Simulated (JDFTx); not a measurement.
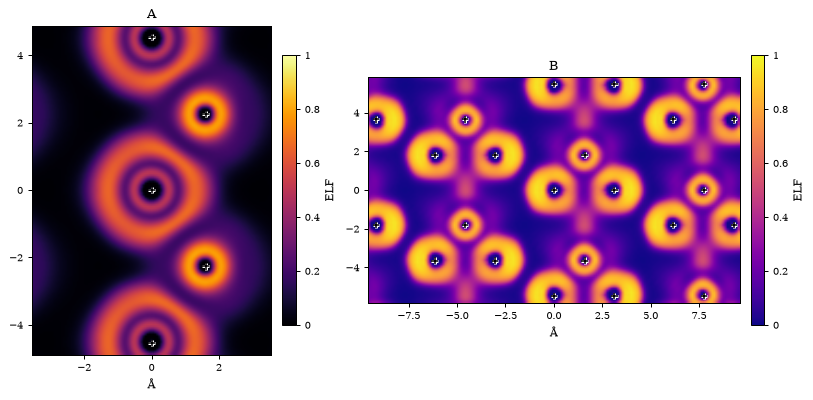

The electron localisation function of 2 systems, each on a plane through atoms (crosses mark nuclei in the plane).

The calculation used JDFTx, Kohn-Sham DFT of a periodic cell, LDA, PseudoDojo-SR-LDA-0.4.1-standard.

System 1: WS₂, the (110) plane of the conventional cell. Space group R3m; not relaxed (largest force 0.6 eV/Å); computed pressure about −4 GPa in this cell.

```cif
data_structure
_symmetry_space_group_name_H-M 'P 1'
_symmetry_Int_Tables_number 1
_cell_length_a 3.1580
_cell_length_b 3.1580
_cell_length_c 18.4900
_cell_angle_alpha 90.000
_cell_angle_beta 90.000
_cell_angle_gamma 120.000
_cell_volume 159.70
loop_
_atom_site_label
_atom_site_type_symbol
_atom_site_fract_x
_atom_site_fract_y
_atom_site_fract_z
_atom_site_occupancy
S1 S 0.66667 0.33333 0.91433 1
S2 S 0.00000 0.00000 0.58100 1
S3 S 0.33333 0.66667 0.24767 1
W1 W 0.33333 0.66667 0.66667 1
W2 W 0.66667 0.33333 0.33333 1
W3 W 0.00000 0.00000 0.00000 1
S4 S 0.00000 0.00000 0.75030 1
S5 S 0.33333 0.66667 0.41697 1
S6 S 0.66667 0.33333 0.08363 1
```

System 2: CdTe, the (101) plane of the conventional cell. Space group F-43m.

```xyz
8
Lattice="6.4100 0.0000 0.0000 0.0000 0.0000 -6.4100 0.0000 6.4100 0.0000" Properties=species:S:1:pos:R:3 pbc="T T T"
Te    4.8075    1.6025   -4.8075
Te    1.6025    4.8075   -4.8075
Te    1.6025    1.6025   -1.6025
Te    4.8075    4.8075   -1.6025
Cd    3.2050    0.0000   -3.2050
Cd    0.0000    3.2050   -3.2050
Cd    0.0000    0.0000    0.0000
Cd    3.2050    3.2050    0.0000
```

Question: Match each panel to its system.

Answer: Panel A is system 2, CdTe: the plane holds Te and Cd. Cd–Te (2.78 Å): the ELF is about 0.50 at the midpoint. Panel B is system 1, WS₂: the plane holds S and W. W–S (2.39 Å): the ELF peaks at about 0.85 in the valence shell of S, 0.8 Å from its nucleus, and is about 0.50 at the midpoint.
